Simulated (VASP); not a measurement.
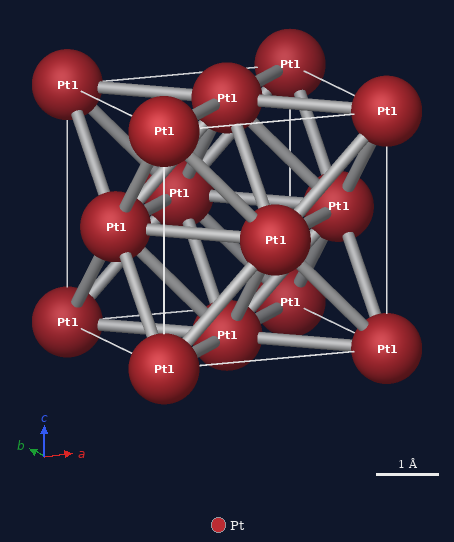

Figure 1. The structure (ball-and-stick view of the cell 4 times as large as that of the calculation, set on its symmetry axes, seen slightly off an axis; atoms are numbered from 1 in the order of the input). Near neighbours in the crystal (not all of them lie inside the picture): Pt has 12 Pt at 2.77 Å.

# Run report: Pt, core levels calculation

System: Pt (Fm-3m, 1 atom in the cell).
Method: Kohn-Sham DFT of a periodic cell, PBEsol, VASP PAW PBE potentials, recommended, no spin polarisation (VASP 6.6.1).

The structure derives from an entry of the Crystallography Open Database.

OSZICAR
```
N       E                     dE             d eps       ncg     rms          rms(c)
DAV:   1    -0.804490956023E+02   -0.80449E+02   -0.60594E+03  1536   0.110E+03
DAV:   2    -0.128354083812E+03   -0.47905E+02   -0.46193E+02  1629   0.216E+02
DAV:   3    -0.128752395026E+03   -0.39831E+00   -0.39805E+00  1925   0.188E+01
DAV:   4    -0.128754096277E+03   -0.17013E-02   -0.17012E-02  1778   0.130E+00
DAV:   5    -0.128754116876E+03   -0.20600E-04   -0.20600E-04  1819   0.123E-01    0.490E+01
DAV:   6    -0.127469682066E+03    0.12844E+01   -0.32192E+00  1574   0.181E+01    0.150E+01
DAV:   7    -0.127367004086E+03    0.10268E+00   -0.51778E-01  1640   0.725E+00    0.218E+00
DAV:   8    -0.127366138851E+03    0.86523E-03   -0.56452E-03  1558   0.842E-01    0.118E+00
DAV:   9    -0.127366192730E+03   -0.53879E-04   -0.13989E-04  1603   0.129E-01    0.398E-02
DAV:  10    -0.127366200992E+03   -0.82617E-05   -0.19030E-06  1801   0.131E-02    0.125E-02
DAV:  11    -0.127366201581E+03   -0.58938E-06   -0.43372E-07   922   0.681E-03
   1 F= -.12736620E+03 E0= -.12736604E+03  d E =-.475697E-03
```

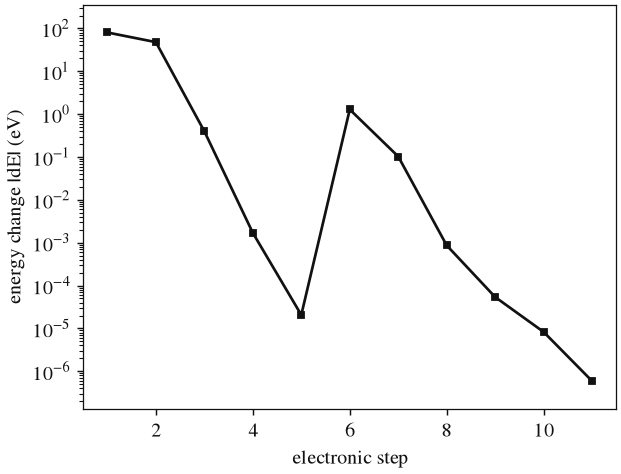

Figure 2. Convergence of the self-consistent field: energy change |dE| against the electronic step. It takes 11 electronic steps. The density is held fixed in the first few steps, and dE rises again when its update begins.

Parts of OUTCAR
```
SYSTEM = Pt
   PREC = Accurate
   ENCUT = 520
   EDIFF = 1E-6
   ISMEAR = 1
   LREAL = .False.
   LASPH = .True.
   NELM = 60
   ISIF = 2
   GGA = PS
   NELECT = 11.0

 ion  position               nearest neighbor table
   1  0.000  0.000  0.000-

  LATTYP: Found a face centered cubic cell.
 ALAT       =     3.9218000000

  Lattice vectors:

 A1 = (   0.0000000000,   1.9609000000,   1.9609000000)
 A2 = (   1.9609000000,   0.0000000000,   1.9609000000)
 A3 = (   1.9609000000,   1.9609000000,   0.0000000000)

Analysis of symmetry for initial positions (statically):
=====================================================================
 Subroutine PRICEL returns:
 Original cell was already a primitive cell.

 Routine SETGRP: Setting up the symmetry group for a
 face centered cubic supercell.

 Subroutine GETGRP returns: Found 48 space group operations
 (whereof 48 operations were pure point group operations)
 out of a pool of 48 trial point group operations.

The static configuration has the point symmetry O_h .

Analysis of symmetry for dynamics (positions and initial velocities):
=====================================================================
 Subroutine PRICEL returns:
 Original cell was already a primitive cell.

 Routine SETGRP: Setting up the symmetry group for a
 face centered cubic supercell.

 Subroutine GETGRP returns: Found 48 space group operations
 (whereof 48 operations were pure point group operations)
 out of a pool of 48 trial point group operations.

The dynamic configuration has the point symmetry O_h .

 Subroutine INISYM returns: Found 48 space group operations
 (whereof 48 operations are pure point group operations),
 and found     1 'primitive' translations

----------------------------------------------------------------------------------------

                                     Primitive cell

  volume of cell :      15.0798

  direct lattice vectors                    reciprocal lattice vectors
     0.000000000  1.960900000  1.960900000    -0.254984956  0.254984956  0.254984956
     1.960900000  0.000000000  1.960900000     0.254984956 -0.254984956  0.254984956
     1.960900000  1.960900000  0.000000000     0.254984956  0.254984956 -0.254984956

  length of vectors
     2.773131374  2.773131374  2.773131374     0.441646899  0.441646899  0.441646899

  position of ions in fractional coordinates (direct lattice)
     0.000000000  0.000000000  0.000000000

  ion indices of the primitive-cell ions
   primitive index   ion index
                 1           1

----------------------------------------------------------------------------------------

 KPOINTS: Automatic mesh

Automatic generation of k-mesh.
 Grid dimensions read from file:
 generate k-points for:   13   13   13

 Generating k-lattice:

  Cartesian coordinates                     Fractional coordinates (reciprocal lattice)
    -0.019614227  0.019614227  0.019614227     0.076923077  0.000000000  0.000000000
     0.019614227 -0.019614227  0.019614227     0.000000000  0.076923077  0.000000000
     0.019614227  0.019614227 -0.019614227     0.000000000  0.000000000  0.076923077

  Length of vectors
     0.033972838  0.033972838  0.033972838

  Shift w.r.t. Gamma in fractional coordinates (k-lattice)
     0.000000000  0.000000000  0.000000000

 Subroutine IBZKPT returns following result:
 ===========================================

 Found     84 irreducible k-points:

 Following reciprocal coordinates:
            Coordinates               Weight
  0.000000  0.000000  0.000000      1.000000
  0.076923  0.000000  0.000000      8.000000
  0.153846  0.000000  0.000000      8.000000
  0.230769  0.000000  0.000000      8.000000
  0.307692  0.000000  0.000000      8.000000
  0.384615  0.000000  0.000000      8.000000
  0.461538  0.000000  0.000000      8.000000
  0.076923  0.076923  0.000000      6.000000
  0.153846  0.076923  0.000000     24.000000
  0.230769  0.076923  0.000000     24.000000
  0.307692  0.076923  0.000000     24.000000
  0.384615  0.076923  0.000000     24.000000
  0.461538  0.076923  0.000000     24.000000
 -0.461538  0.076923  0.000000     24.000000
 -0.384615  0.076923  0.000000     24.000000
 -0.307692  0.076923  0.000000     24.000000
 -0.230769  0.076923  0.000000     24.000000
 -0.153846  0.076923  0.000000     24.000000
 -0.076923  0.076923  0.000000     12.000000
  0.153846  0.153846  0.000000      6.000000
  0.230769  0.153846  0.000000     24.000000
  0.307692  0.153846  0.000000     24.000000
  0.384615  0.153846  0.000000     24.000000
  0.461538  0.153846  0.000000     24.000000
 [... further k-points ...]
   k-points           NKPTS =     84   k-points in BZ     NKDIM =     84   number of bands    NBANDS=      9
   number of dos      NEDOS =    301   number of ions     NIONS =      1
   total plane-waves  NPLWV =  13824
   dimension x,y,z NGX =    24 NGY =   24 NGZ =   24
   dimension x,y,z NGXF=    48 NGYF=   48 NGZF=   48
   ions per type =               1
   NGX,Y,Z   is equivalent  to a cutoff of  14.39, 14.39, 14.39 a.u.
   NGXF,Y,Z  is equivalent  to a cutoff of  28.78, 28.78, 28.78 a.u.
 SYSTEM =  Pt
   PREC   = accura    normal or accurate (medium, high low for compatibility)
   ISTART =      0    job   : 0-new  1-cont  2-samecut
   ICHARG =      2    charge: 1-file 2-atom 10-const
   ISPIN  =      1    spin polarized calculation?
   LNONCOLLINEAR =      F non collinear calculations
   LSORBIT =      F    spin-orbit coupling
   LASPH  =      T    aspherical Exc in radial PAW
   ENCUT  =  520.0 eV  38.22 Ry    6.18 a.u.   5.16  5.16  5.16*2*pi/ulx,y,z
   NELM   =     60;   NELMIN=  2; NELMDL= -5     # of ELM steps
   EDIFF  = 0.1E-05   stopping-criterion for ELM
   LREAL  =      F    real-space projection
   EDIFFG = 0.1E-04   stopping-criterion for IOM
   NSW    =      0    number of steps for IOM
   IBRION =     -1    ionic relax: 0-MD 1-quasi-New 2-CG
   NFREE  =      0    steps in history (QN), initial steepest desc. (CG)
   ISIF   =      2    stress and relaxation
   ISYM   =      2    0-nonsym 1-usesym 2-fastsym
   POTIM  = 0.5000    time-step for ionic-motion
   TEBEG  =    0.0;   TEEND  =   0.0 temperature during run
   PSTRESS=    0.0 pullay stress
   NELECT =      11.0000    total number of electrons
   NUPDOWN=      -1.0000    fix difference up-down
   EMIN   =  10.00;   EMAX   =-10.00  energy-range for DOS
   EFERMI =   0.00;   METHOD = LEGACY
   ISMEAR =     1;   SIGMA  =   0.10  broadening in eV -4-tet -1-fermi 0-gaus
   EFERMI_NEDOS =   21; number of points for ismear=-14 and -15
   IALGO  =     38    algorithm
   IMIX   =      4    mixing-type and parameters
     AMIX     =   0.40;   BMIX     =  1.00
     AMIX_MAG =   1.60;   BMIX_MAG =  1.00
  volume/ion in A,a.u.               =      15.08       101.76
  Fermi-wavevector in a.u.,A,eV,Ry     =   1.473693  2.784875 29.548729  2.171770
  Thomas-Fermi vector in A             =   2.588555
   LORBIT       =      0    0 simple, 1 ext, 2 COOP (PROOUT), +10 PAW based schemes
   GGA     = PS    functional components
   LHFCALC =     F    Hartree Fock is set to
   AEXX    =    0.0000 exact exchange contribution
   IVDW    =     0    specifies the selected vdW correction
   LEPSILON=     F    determine dielectric tensor
   LRPA    =     F    only Hartree local field effects (RPA)
 non-spin polarized calculation
 Methfessel and Paxton  Order N= 1 SIGMA  =   0.10
  energy-cutoff  :      520.00
  volume of cell :       15.08
 maximum number of plane-waves:       416
 NGX is ok and might be reduce to    24
   NGX = 11   NGY = 11   NGZ = 11

 number of electron      11.0000000 magnetization

 Free energy of the ion-electron system (eV)
  ---------------------------------------------------
  ext. energy  EPLUGINS =         0.00000000
  ---------------------------------------------------
  free energy    TOTEN  =      -127.36620158 eV

  energy without entropy =     -127.36572588  energy(sigma->0) =     -127.36604302

 the core state eigenenergies are
   1-  1s -78420.0787  2s -13790.0427  2p -11950.2546  3s  -3253.4180  3p  -2717.8268
       3d  -2138.4759  4s   -704.7357  4p   -527.9235  4d   -313.8797  4f    -76.0204
       5s    -94.0688  5p    -46.2581

 E-fermi :  11.1544     XC(G=0): -13.6358     alpha+bet :-18.2092

 val. band max:       11.1366838474   @ k =   0.4615   0.3846   0.0000
 cond. band min:      11.1752975889   @ k =   0.4615   0.3077   0.0000
 fundamental gap:      0.0386137415
 Fermi energy:        11.1543693655

 k-point     1 :       0.0000    0.0000    0.0000
  band No.  band energies     occupation
      1       0.1881      2.00000
      2       5.4455      2.00000
      3       5.4455      2.00000
      4       5.4455      2.00000
      5       7.2587      2.00000
      6       7.2587      2.00000
      7      25.7293      0.00000
      8      30.4158      0.00000
      9      30.4158      0.00000

 k-point     2 :       0.0769    0.0000    0.0000
  band No.  band energies     occupation
      1       0.4181      2.00000
      2       5.3673      2.00000
      3       5.5279      2.00000
      4       5.5279      2.00000
      5       7.2204      2.00000
      6       7.2204      2.00000
      7      26.0334      0.00000
      8      29.1505      0.00000
      9      30.7319      0.00000

 k-point     3 :       0.1538    0.0000    0.0000
  band No.  band energies     occupation
      1       1.0597      2.00000
      2       5.2130      2.00000
      3       5.7080      2.00000
      4       5.7080      2.00000
      5       7.1819      2.00000
      6       7.1819      2.00000
      7      26.4727      0.00000
      8      27.0627      0.00000
      9      31.6059      0.00000

 k-point     4 :       0.2308    0.0000    0.0000
  band No.  band energies     occupation
      1       1.9033      2.00000
      2       5.2608      2.00000
      3       5.7878      2.00000
      4       5.7878      2.00000
      5       7.3533      2.00000
      6       7.3533      2.00000
      7      23.9789      0.00000
      8      27.1659      0.00000
      9      32.6575      0.00000

 k-point     5 :       0.3077    0.0000    0.0000
  band No.  band energies     occupation
      1       2.4782      2.00000
      2       5.6778      2.00000
      3       5.6778      2.00000
      4       6.0270      2.00000
      5       7.8038      2.00000
      6       7.8038      2.00000
      7      20.9408      0.00000
      8      26.5200      0.00000
      9      32.1088      0.00000

 [... the levels of 18 k-points are left out ...]

 k-point    24 :       0.4615    0.1538    0.0000
  band No.  band energies     occupation
      1       3.1705      2.00000
      2       5.0675      2.00000
      3       6.0472      2.00000
      4       6.1074      2.00000
      5       8.7409      2.00000
      6      10.6913      2.00000
      7      17.0927      0.00000
      8      25.9305      0.00000
      9      27.6667      0.00000

------------------------ aborting loop because EDIFF is reached ----------------------------------------

  FORCE on cell =-STRESS in cart. coord.  units (eV):
  Direction    XX          YY          ZZ          XY          YZ          ZX
  --------------------------------------------------------------------------------------
  -------------------------------------------------------------------------------------
  Total        2.5508081      2.5508081      2.5508081      0.0000000      0.0000000     -0.0000000
  in kB      271.0141961    271.0141961    271.0141961      0.0000000      0.0000000     -0.0000000
  external PRESSURE =     271.0141961 kB  Pullay stress =       0.0000000 kB

 VOLUME and BASIS-vectors are now :
 -----------------------------------------------------------------------------
  energy-cutoff  :      520.00
  volume of cell :       15.08
      direct lattice vectors                 reciprocal lattice vectors
     0.000000000  1.960900000  1.960900000    -0.254984956  0.254984956  0.254984956
     1.960900000  0.000000000  1.960900000     0.254984956 -0.254984956  0.254984956
     1.960900000  1.960900000  0.000000000     0.254984956  0.254984956 -0.254984956

 POSITION                                       TOTAL-FORCE (eV/Angst)
 -----------------------------------------------------------------------------------
      0.00000      0.00000      0.00000         0.000000      0.000000      0.000000
 -----------------------------------------------------------------------------------
    total drift:                               -0.000000      0.000000      0.000000

  FREE ENERGIE OF THE ION-ELECTRON SYSTEM (eV)
  ---------------------------------------------------
  free  energy   TOTEN  =      -127.3662015814 eV

  energy  without entropy=     -127.3657258843  energy(sigma->0) =     -127.36604302
```

CONTCAR
```
Pt
   1.00000000000000
     0.0000000000000000    1.9609000000000001    1.9609000000000001
     1.9609000000000001    0.0000000000000000    1.9609000000000001
     1.9609000000000001    1.9609000000000001    0.0000000000000000
  Pt
     1
Direct
     0.0000000000000000    0.0000000000000000    0.0000000000000000

  0.00000000E+00  0.00000000E+00  0.00000000E+00
```

The run was set up as follows.

INCAR
```
SYSTEM = Pt
PREC = Accurate
ENCUT = 520
EDIFF = 1E-6
ISMEAR = 1
SIGMA = 0.1
LREAL = .False.
LASPH = .True.
NELM = 60
ALGO = Normal
ISIF = 2
LWAVE = .False.
LCHARG = .False.
GGA = PS
ICORELEVEL = 2
CLNT = 1
CLN = 4
CLL = 3
CLZ = 1
NELECT = 11.0
```

KPOINTS
```
Automatic mesh
0
Gamma
  13 13 13
  0 0 0
```

POSCAR
```
Pt
1.0
    0.0000000000      1.9609000000      1.9609000000
    1.9609000000      0.0000000000      1.9609000000
    1.9609000000      1.9609000000      0.0000000000
Pt
1
Direct
    0.0000000000      0.0000000000      0.0000000000
```

Launched with:
```bash
cat potpaw_PBE.64/Pt/POTCAR > POTCAR
mpirun -np 1 vasp_std > vasp.out
```

Summary

- outcome: converged
- space group (tolerance 0.01 Å): Fm-3m (225)
- electrons treated: 11
- free energy: −127.3662 eV
- Fermi energy of the self-consistent step: 11.154 eV
- gap on the k-point mesh: none (metallic)
- pressure: 27.10 GPa
- largest force (length of the vector): under 0.001 eV/Å
- hardware: 1 thread of AMD EPYC (Zen 3), 64 GiB of memory available, shared host
- wall time: 18 s
- peak memory: 0.11 GiB

Remarks

Spin–orbit coupling is left out, which matters for Pt. The cell is under a pressure of 27 GPa at this level, so it is not at its equilibrium volume.
